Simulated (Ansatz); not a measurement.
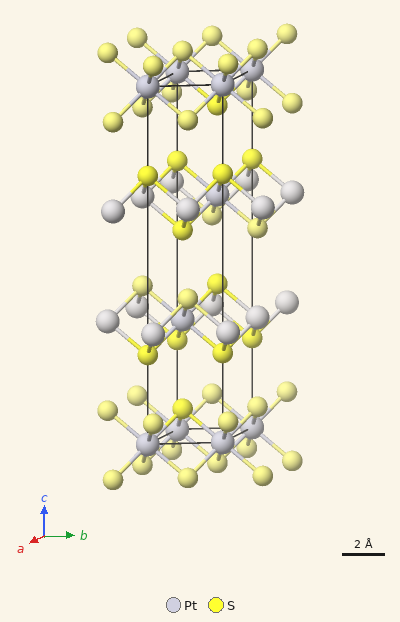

The starting structure (ball-and-stick view of the cell 3 times as large as that of the calculation, set on its symmetry axes, seen slightly off an axis; neighbours outside the cell are drawn fainter). An atom can appear more than once, as a periodic image. Near neighbours in the periodic cell (some may lie outside the picture): Pt has 6 S at 2.56 Å; S has 3 Pt at 2.56 Å.

## Geometry relaxation, with input and output: PtS$_{2}$ (part 1 of 2)

- system: PtS$_{2}$ (R-3m, 3 atoms in the cell)
- method: DFT, PBE-D3(BJ), plane waves, PAW, no spin polarisation (Ansatz 0.2.0)

The structure was built on a prototype by a generator.

## Input file
```yaml
crystal:
  lattice:
    - [1.8103651, 1.0452147778, 5.85998074]
    - [-1.8103651, 1.0452147778, 5.85998074]
    - [0.0, -2.0904295556, 5.85998074]
  atoms:
    - { symbol: Pt, position: [0.0, 0.0, 0.0] }
    - { symbol: S, position: [0.2496447551, 0.2496447551, 0.2496447551] }
    - { symbol: S, position: [0.7503552449, 0.7503552449, 0.7503552449] }
kpoints:
  mp_grid: { grid: [8, 8, 8] }
hamiltonian:
  xc: pbe
  dispersion: d3bj
scf:
  occupations: { method: fermi_dirac, width: 0.02 }
relax:
  f_tol: 0.005
  cell: {}
```

Machine: 2 threads of Arm Neoverse V1, 24 GiB of memory available, shared host.

Launch command:
```bash
ansatz run input.yaml --threads 2 --pin off --max-ram 2211MiB --backend cpu --events-out ev --progress --plain --runs-dir out
```

## What the program printed
```
basis.fft_grid_basis auto: the FFT boxes are laid along the combinations [[1, 0, -1], [0, 1, -1], [0, 0, 1]] of the cell's own vectors, 3.621, 3.621 and 6.222 Å long. The dense box has 25×25×45 points. Along the cell's own vectors, as sized, it would have 45×45×45, 3.24 times as many. Of the 12 symmetry operations that the crystal satisfies within crystal.symmetry.tolerance (time reversal apart; of a slab, those that keep its plane) the dense box along the cell's own vectors carries 12, and the one as laid loses 8 of those. basis.fft_grid_basis: typed keeps the cell's own vectors: state it where this run's energies or levels are differenced outside the engine with another run's, or held beside a run that keeps those vectors.
Engine: ansatz 0.2.0, aarch64-unknown-linux-gnu
Pseudopotentials: kind: paw
Pseudopotential: Pt, paw, valence charge 18, recommended cutoff 420 eV (normal), Pt.paw.azcp
Pseudopotential: S, paw, valence charge 6, recommended cutoff 420 eV (normal), S.paw.azcp
Functional definition: PBE
  parameter kappa = 0.804
  parameter beta = 0.06672455060314922
  exchange = pbe_x(kappa = kappa, mu = beta*pi^2/3)
  correlation = pbe_c(beta = beta)
Crystal: 3 atoms, lattice volume = 66.530 Å³
Basis set: ecut = 420 eV, 1285 PW (Γ), FFT grids on a1−a3, a2−a3, a3, exchange–correlation on 50×50×90 points (8 copies of the dense FFT grid, shifted against one another)
Bands: 19, of which v1, the nominal top of the filled ones, is band 15 counted from 1 (14 counted from 0)
Symmetry: 12 space group operations
Space group: R-3m (ITA 166), of the structure as read, at distance tolerance 4.1e-5 Å
k-points: 65 of 512
Non-local potential: Pt, projectors of the file, l = 0: 3, l = 1: 2, l = 2: 2, l = 3: 1
Non-local potential: S, projectors of the file, l = 0: 2, l = 1: 2, l = 2: 2
PAW form: soft (Blöchl's): semilocal exchange-correlation on the pseudo side does not see the compensation charge
PAW one-centre angular grid: Pt, 590 points (default); XC on 64 Gauss nodes
PAW one-centre angular grid: S, 110 points (default); XC on 64 Gauss nodes
Initial density: superposition of atomic densities (neutral atoms: chi_scale 0, normalization atom), corrected by the library's trained network
Initial wavefunctions: pseudopotential atomic-orbital guess
Functional: x = pbe(κ = 0.804, μ = 0.2195149727645171), c = pbe(β = 0.06672455060314922)
SCF iter   1: F=—  HF=-14328.528247 eV  |F-HF|=—  |Δ(HF+E_count)|=         —  Δρ=2.60e-3  dr2=2.68e-3  ethr=1.77e-3  ⟨swp⟩=5.9  Hψ=6000  notcnv=0
preconditioner: auto → none  [insulator: Δε(μ)=0.663 eV  Ē_g=8.303 eV  σ=0.020 eV  W_gap=1.00  n_scr=16 (ndim 8)  ℏωp=21.4 eV  f_vac=0.039  D(μ)=0.00/eV (n_scr^D=0)  ε∞_Penn≈7.6]
SCF iter   2: F=—  HF=-14328.529870 eV  |F-HF|=—  |Δ(HF+E_count)|=   1.62e-3  Δρ=1.67e-3  dr2=4.06e-3  ethr=8.94e-6  ⟨swp⟩=2.0  Hψ=2714  notcnv=0
SCF iter   3: F=—  HF=-14328.529564 eV  |F-HF|=—  |Δ(HF+E_count)|=   3.06e-4  Δρ=1.40e-3  dr2=1.59e-3  ethr=8.94e-6  ⟨swp⟩=2.0  Hψ=1932  notcnv=0
SCF iter   4: F=—  HF=-14328.529460 eV  |F-HF|=—  |Δ(HF+E_count)|=   1.05e-4  Δρ=5.65e-4  dr2=2.27e-4  ethr=5.31e-6  ⟨swp⟩=1.0  Hψ=1235  notcnv=0
SCF iter   5: F=—  HF=-14328.529467 eV  |F-HF|=—  |Δ(HF+E_count)|=   7.42e-6  Δρ=1.56e-4  dr2=1.55e-5  ethr=7.55e-7  ⟨swp⟩=2.1  Hψ=1455  notcnv=0
SCF iter   6: F=—  HF=-14328.529480 eV  |F-HF|=—  |Δ(HF+E_count)|=   1.29e-5  Δρ=2.19e-5  dr2=2.73e-7  ethr=5.18e-8  ⟨swp⟩=2.5  Hψ=1717  notcnv=0
SCF iter   7: F=-14328.529480 eV  HF=-14328.529480 eV  |F-HF|=1.07e-8  |Δ(HF+E_count)|=   3.49e-7  Δρ=4.14e-6  dr2=1.95e-8  ethr=3.33e-10  ⟨swp⟩=5.0  Hψ=4360  notcnv=0
SCF 1 converged in 7 iterations: F = -14328.529480 eV  dr2 = 1.95e-8
  greatest PAW one-centre occupation: 1.000 electrons in one spin orbital (limit 2), on the Pt atom at site 0 (counted from 0), in its partial waves of l = 0
relax step   1: F+E_penalty+E_count = -14328.52948033 eV  Δ(F+E_penalty+E_count) = +0.000e0 eV  max|allowed force component| = 2.534e0 eV/Å  Δτ_max = 0.0000 Å  P = -16.080 GPa  Ω = 66.530 Å³  (7 SCF iters, dr2 threshold 1.00e-7 eV, accepted)
Crystal: 3 atoms, lattice volume = 61.252 Å³
Basis set: ecut = 420 eV, 1189 PW (Γ), FFT grids on a1−a3, a2−a3, a3, exchange–correlation on 50×50×90 points (8 copies of the dense FFT grid, shifted against one another)
Initial density: handed on by an earlier stage of this run
Initial wavefunctions: those handed on with the density
iter 1 solved again at ethr=8.54e-4 eV; its pass at ethr=3.10e-3 eV (dr2=2.56e-1 eV) is discarded
SCF iter   1: F=—  HF=-14329.399086 eV  |F-HF|=—  |Δ(HF+E_count)|=         —  Δρ=1.89e-2  dr2=2.57e-1  ethr=8.54e-4  ⟨swp⟩=1.0  Hψ=7867  notcnv=0
preconditioner: auto → none  [insulator: Δε(μ)=1.313 eV  Ē_g=9.569 eV  σ=0.020 eV  W_gap=1.00  n_scr=16 (ndim 8)  ℏωp=22.3 eV  f_vac=0.075  D(μ)=0.00/eV (n_scr^D=0)  ε∞_Penn≈6.4]
SCF iter   2: F=—  HF=-14329.421919 eV  |F-HF|=—  |Δ(HF+E_count)|=   2.28e-2  Δρ=1.90e-2  dr2=4.05e-1  ethr=8.54e-4  ⟨swp⟩=3.1  Hψ=2309  notcnv=0
SCF iter   3: F=—  HF=-14329.347386 eV  |F-HF|=—  |Δ(HF+E_count)|=   7.45e-2  Δρ=6.33e-3  dr2=1.08e-2  ethr=8.54e-4  ⟨swp⟩=2.9  Hψ=2475  notcnv=0
SCF iter   4: F=—  HF=-14329.346806 eV  |F-HF|=—  |Δ(HF+E_count)|=   5.79e-4  Δρ=1.00e-3  dr2=2.36e-4  ethr=3.60e-5  ⟨swp⟩=2.7  Hψ=2134  notcnv=0
SCF iter   5: F=—  HF=-14329.346910 eV  |F-HF|=—  |Δ(HF+E_count)|=   1.04e-4  Δρ=1.82e-4  dr2=1.75e-5  ethr=7.87e-7  ⟨swp⟩=2.3  Hψ=1945  notcnv=0
SCF iter   6: F=—  HF=-14329.346910 eV  |F-HF|=—  |Δ(HF+E_count)|=   1.99e-7  Δρ=6.42e-5  dr2=1.26e-6  ethr=5.83e-8  ⟨swp⟩=2.0  Hψ=1831  notcnv=0
SCF iter   7: F=-14329.346910 eV  HF=-14329.346910 eV  |F-HF|=1.95e-8  |Δ(HF+E_count)|=   3.85e-7  Δρ=1.18e-5  dr2=3.07e-8  ethr=1.00e-9  ⟨swp⟩=5.0  Hψ=4750  notcnv=0
SCF 2 converged in 7 iterations: F = -14329.346910 eV  dr2 = 3.07e-8
relax step   2: F+E_penalty+E_count = -14329.34691028 eV  Δ(F+E_penalty+E_count) = -8.174e-1 eV  max|allowed force component| = 2.621e-1 eV/Å  Δτ_max = 0.1998 Å  P = +0.637 GPa  Ω = 61.252 Å³  energy of the carried Pulay correction = +7.424e-4 eV  (7 SCF iters, dr2 threshold 3.00e-7 eV, accepted)
Crystal: 3 atoms, lattice volume = 58.613 Å³
Basis set: ecut = 420 eV, 1159 PW (Γ), FFT grids on a1−a3, a2−a3, a3, exchange–correlation on 50×50×90 points (8 copies of the dense FFT grid, shifted against one another)
iter 1 solved again at ethr=3.25e-5 eV; its pass at ethr=3.10e-3 eV (dr2=9.76e-3 eV) is discarded
SCF iter   1: F=—  HF=-14329.370525 eV  |F-HF|=—  |Δ(HF+E_count)|=         —  Δρ=6.11e-3  dr2=9.07e-3  ethr=3.25e-5  ⟨swp⟩=2.0  Hψ=8097  notcnv=0
preconditioner: auto → none  [insulator: Δε(μ)=0.911 eV  Ē_g=9.533 eV  σ=0.020 eV  W_gap=1.00  n_scr=16 (ndim 8)  ℏωp=22.7 eV  f_vac=0.041  D(μ)=0.00/eV (n_scr^D=0)  ε∞_Penn≈6.7]
SCF iter   2: F=—  HF=-14329.370001 eV  |F-HF|=—  |Δ(HF+E_count)|=   5.24e-4  Δρ=2.99e-3  dr2=2.64e-3  ethr=3.02e-5  ⟨swp⟩=2.3  Hψ=1949  notcnv=0
SCF iter   3: F=—  HF=-14329.370619 eV  |F-HF|=—  |Δ(HF+E_count)|=   6.18e-4  Δρ=2.26e-3  dr2=4.38e-3  ethr=8.79e-6  ⟨swp⟩=2.3  Hψ=2328  notcnv=0
SCF iter   4: F=—  HF=-14329.369920 eV  |F-HF|=—  |Δ(HF+E_count)|=   6.99e-4  Δρ=3.27e-4  dr2=6.51e-5  ethr=8.79e-6  ⟨swp⟩=2.0  Hψ=1878  notcnv=0
SCF iter   5: F=—  HF=-14329.369949 eV  |F-HF|=—  |Δ(HF+E_count)|=   2.82e-5  Δρ=1.10e-4  dr2=3.44e-6  ethr=2.17e-7  ⟨swp⟩=2.0  Hψ=1770  notcnv=0
SCF iter   6: F=-14329.369949 eV  HF=-14329.369949 eV  |F-HF|=4.23e-8  |Δ(HF+E_count)|=   3.64e-7  Δρ=1.76e-5  dr2=7.93e-8  ethr=1.00e-9  ⟨swp⟩=3.6  Hψ=5400  notcnv=0
SCF 3 converged in 6 iterations: F = -14329.369949 eV  dr2 = 7.93e-8
relax step   3: F+E_penalty+E_count = -14329.36994899 eV  Δ(F+E_penalty+E_count) = -2.304e-2 eV  max|allowed force component| = 8.963e-2 eV/Å  Δτ_max = 0.0802 Å  P = -0.459 GPa  Ω = 58.613 Å³  energy of the carried Pulay correction = +1.137e-3 eV  (6 SCF iters, dr2 threshold 3.00e-7 eV, accepted)
Crystal: 3 atoms, lattice volume = 57.671 Å³
Basis set: ecut = 420 eV, 1097 PW (Γ), FFT grids on a1−a3, a2−a3, a3, exchange–correlation on 50×50×90 points (8 copies of the dense FFT grid, shifted against one another)
iter 1 solved again at ethr=4.30e-6 eV; its pass at ethr=3.10e-3 eV (dr2=1.29e-3 eV) is discarded
SCF iter   1: F=—  HF=-14329.372019 eV  |F-HF|=—  |Δ(HF+E_count)|=         —  Δρ=1.83e-3  dr2=1.28e-3  ethr=4.30e-6  ⟨swp⟩=2.0  Hψ=7915  notcnv=0
preconditioner: auto → none  [insulator: Δε(μ)=0.829 eV  Ē_g=9.571 eV  σ=0.020 eV  W_gap=1.00  n_scr=16 (ndim 8)  ℏωp=22.9 eV  f_vac=0.040  D(μ)=0.00/eV (n_scr^D=0)  ε∞_Penn≈6.7]
SCF iter   2: F=—  HF=-14329.372287 eV  |F-HF|=—  |Δ(HF+E_count)|=   2.67e-4  Δρ=1.46e-3  dr2=1.73e-3  ethr=4.26e-6  ⟨swp⟩=2.0  Hψ=2019  notcnv=0
SCF iter   3: F=—  HF=-14329.371990 eV  |F-HF|=—  |Δ(HF+E_count)|=   2.97e-4  Δρ=7.70e-4  dr2=1.39e-4  ethr=4.26e-6  ⟨swp⟩=2.0  Hψ=1775  notcnv=0
SCF iter   4: F=—  HF=-14329.372045 eV  |F-HF|=—  |Δ(HF+E_count)|=   5.46e-5  Δρ=1.06e-4  dr2=2.67e-6  ethr=4.64e-7  ⟨swp⟩=1.9  Hψ=1609  notcnv=0
SCF iter   5: F=-14329.372046 eV  HF=-14329.372046 eV  |F-HF|=1.66e-8  |Δ(HF+E_count)|=   1.16e-6  Δρ=1.33e-5  dr2=3.68e-8  ethr=1.00e-9  ⟨swp⟩=3.3  Hψ=5482  notcnv=0
SCF 4 converged in 5 iterations: F = -14329.372046 eV  dr2 = 3.68e-8
relax step   4: F+E_penalty+E_count = -14329.37204571 eV  Δ(F+E_penalty+E_count) = -2.097e-3 eV  max|allowed force component| = 2.099e-2 eV/Å  Δτ_max = 0.0137 Å  P = +0.201 GPa  Ω = 57.671 Å³  energy of the carried Pulay correction = +1.282e-3 eV  (5 SCF iters, dr2 threshold 3.00e-7 eV, accepted)
Crystal: 3 atoms, lattice volume = 58.111 Å³
Basis set: ecut = 420 eV, 1145 PW (Γ), FFT grids on a1−a3, a2−a3, a3, exchange–correlation on 50×50×90 points (8 copies of the dense FFT grid, shifted against one another)
iter 1 solved again at ethr=8.31e-7 eV; its pass at ethr=3.10e-3 eV (dr2=2.49e-4 eV) is discarded
SCF iter   1: F=—  HF=-14329.372313 eV  |F-HF|=—  |Δ(HF+E_count)|=         —  Δρ=8.46e-4  dr2=2.40e-4  ethr=8.31e-7  ⟨swp⟩=2.9  Hψ=7395  notcnv=0
preconditioner: auto → none  [insulator: Δε(μ)=0.864 eV  Ē_g=9.563 eV  σ=0.020 eV  W_gap=1.00  n_scr=16 (ndim 8)  ℏωp=22.8 eV  f_vac=0.046  D(μ)=0.00/eV (n_scr^D=0)  ε∞_Penn≈6.7]
SCF iter   2: F=—  HF=-14329.372312 eV  |F-HF|=—  |Δ(HF+E_count)|=   9.29e-7  Δρ=5.16e-4  dr2=1.74e-4  ethr=8.00e-7  ⟨swp⟩=2.0  Hψ=1834  notcnv=0
SCF iter   3: F=—  HF=-14329.372291 eV  |F-HF|=—  |Δ(HF+E_count)|=   2.08e-5  Δρ=3.29e-4  dr2=6.24e-5  ethr=5.81e-7  ⟨swp⟩=2.1  Hψ=1799  notcnv=0
SCF iter   4: F=—  HF=-14329.372310 eV  |F-HF|=—  |Δ(HF+E_count)|=   1.87e-5  Δρ=1.52e-4  dr2=1.00e-5  ethr=2.08e-7  ⟨swp⟩=1.0  Hψ=1237  notcnv=0
SCF iter   5: F=—  HF=-14329.372309 eV  |F-HF|=—  |Δ(HF+E_count)|=   9.87e-7  Δρ=3.83e-5  dr2=5.82e-7  ethr=3.35e-8  ⟨swp⟩=2.0  Hψ=1796  notcnv=0
SCF iter   6: F=-14329.372309 eV  HF=-14329.372309 eV  |F-HF|=2.54e-9  |Δ(HF+E_count)|=   7.89e-9  Δρ=4.71e-6  dr2=9.88e-9  ethr=5.16e-10  ⟨swp⟩=4.4  Hψ=4184  notcnv=0
SCF 5 converged in 6 iterations: F = -14329.372309 eV  dr2 = 9.88e-9
relax step   5: F+E_penalty+E_count = -14329.37230897 eV  Δ(F+E_penalty+E_count) = -2.633e-4 eV  max|allowed force component| = 2.987e-3 eV/Å  Δτ_max = 0.0098 Å  P = -0.094 GPa  Ω = 58.111 Å³  energy of the carried Pulay correction = +1.214e-3 eV  (6 SCF iters, dr2 threshold 1.55e-7 eV, accepted)
Crystal: 3 atoms, lattice volume = 58.042 Å³
iter 1 solved again at ethr=2.08e-8 eV; its pass at ethr=3.10e-3 eV (dr2=6.24e-6 eV) is discarded
SCF iter   1: F=—  HF=-14329.372313 eV  |F-HF|=—  |Δ(HF+E_count)|=         —  Δρ=1.21e-4  dr2=7.07e-6  ethr=2.08e-8  ⟨swp⟩=2.0  Hψ=6881  notcnv=0
preconditioner: auto → none  [insulator: Δε(μ)=0.862 eV  Ē_g=9.566 eV  σ=0.020 eV  W_gap=1.00  n_scr=16 (ndim 8)  ℏωp=22.9 eV  f_vac=0.045  D(μ)=0.00/eV (n_scr^D=0)  ε∞_Penn≈6.7]
SCF iter   2: F=—  HF=-14329.372339 eV  |F-HF|=—  |Δ(HF+E_count)|=   2.65e-5  Δρ=9.57e-5  dr2=8.34e-6  ethr=2.08e-8  ⟨swp⟩=2.0  Hψ=1883  notcnv=0
SCF iter   3: F=—  HF=-14329.372338 eV  |F-HF|=—  |Δ(HF+E_count)|=   1.39e-6  Δρ=3.98e-5  dr2=9.28e-7  ethr=2.08e-8  ⟨swp⟩=2.0  Hψ=1761  notcnv=0
SCF iter   4: F=—  HF=-14329.372338 eV  |F-HF|=—  |Δ(HF+E_count)|=   1.14e-7  Δρ=1.22e-5  dr2=4.96e-8  ethr=3.09e-9  ⟨swp⟩=2.2  Hψ=1533  notcnv=0
SCF iter   5: F=-14329.372338 eV  HF=-14329.372338 eV  |F-HF|=3.18e-10  |Δ(HF+E_count)|=   1.61e-9  Δρ=2.37e-6  dr2=1.46e-9  ethr=1.14e-10  ⟨swp⟩=4.0  Hψ=4152  notcnv=0
SCF 6 converged in 5 iterations: F = -14329.372338 eV  dr2 = 1.46e-9
```
